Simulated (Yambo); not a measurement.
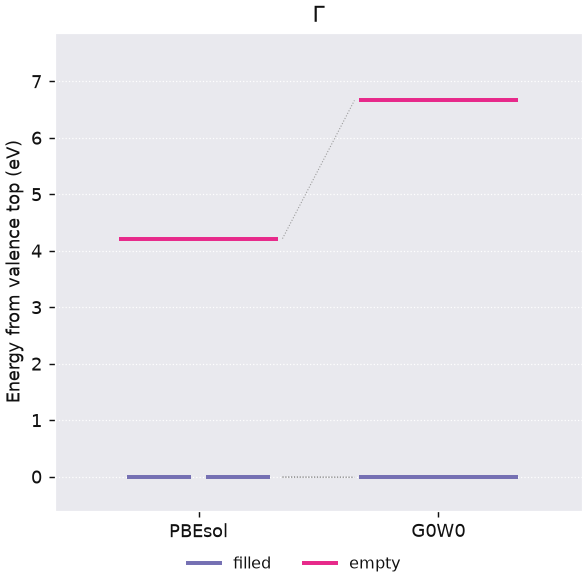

Levels at Γ in PBEsol and in G0W0, each set counted from its own valence top. Only the states that were corrected are drawn, so degenerate partners can be missing.

System: rocksalt RbBr, space group Fm-3m, 2 atoms in the primitive cell; cubic a = 6.854 Å. Starting point: PBEsol, PseudoDojo 0.4.1 SR PBEsol standard, no spin polarisation, no spin-orbit coupling, 6×6×6 k mesh, 626 eV cutoff, fixed occupations (Yambo). Many-body step: G0W0 with frequency dependence of W plasmon pole, bands in the response 158, bands in the self-energy 158, cutoff of the response matrix 5 Ry and cutoff of exchange and Vxc 46 Ry.

By how much does the gap open?

Over the k points that were corrected, the smallest gap goes from 4.21 eV in PBEsol (direct at Γ) to 6.66 eV in G0W0 (direct at Γ), a change of +2.45 eV (+58 %).

What are the quasiparticle weights at the band edges?

The quasiparticle weight (renormalisation factor) lies between 0.82 and 0.87 for the top filled and first empty levels.

| k point | PBEsol direct gap (eV) | G0W0 direct gap (eV) |
| --- | --- | --- |
| Γ | 4.21 | 6.66 |

Spin-orbit coupling is left out, which matters for Br. Bands, cutoffs and mesh are finite, so these values aren't at the basis limit.
